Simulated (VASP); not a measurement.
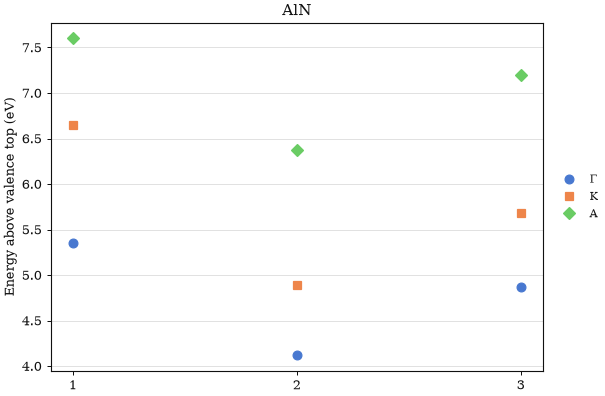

Lowest conduction level at each named k point, counted from the valence-band top at Γ, by several methods on one cell of wurtzite AlN, space group P6_3mc (No. 186), 4 atoms in the cell; a = 3.113 Å, c = 4.982 Å (hexagonal axes). All runs are without spin-orbit coupling and carry no moments.

Which column is which method? They are r2SCAN, PBEsol and TB-mBJ.

Answer. 1 is TB-mBJ; 2 is PBEsol; 3 is r2SCAN.

```csv
method,program,Γ (eV),K (eV),A (eV)
PBEsol,VASP,4.12,4.89,6.37
r2SCAN,VASP,4.87,5.68,7.20
TB-mBJ,VASP,5.35,6.65,7.60
```

Does TB-mBJ shift these levels rigidly from PBEsol?

Answer. The shifts are +1.23 eV at Γ, +1.76 eV at K and +1.23 eV at A, and at points that aren't plotted +1.64 eV (H): over the named points that both runs hold, a spread of 0.53 eV on a mean of 1.46 eV, so one shift doesn't describe them.

Settings. PBEsol: VASP PAW PBE potentials, release 64 (Al, N), 9×9×6 k mesh, 520 eV cutoff, Gaussian smearing of 0.02 eV (VASP). r2SCAN: VASP PAW PBE potentials, release 64 (Al, N), 9×9×6 k mesh, 520 eV cutoff, Gaussian smearing of 0.02 eV (VASP). TB-mBJ: VASP PAW PBE potentials, release 64 (Al, N), 9×9×6 k mesh, 520 eV cutoff, Gaussian smearing of 0.02 eV (VASP 6.6.1).

The PAW data sets were made with another functional. The cell was derived from a database entry in an earlier step, so it needn't be the measured one. LDA, GGA and most meta-GGA functionals understate gaps. TB-mBJ: this is a model potential built to give gaps, with no total energy.
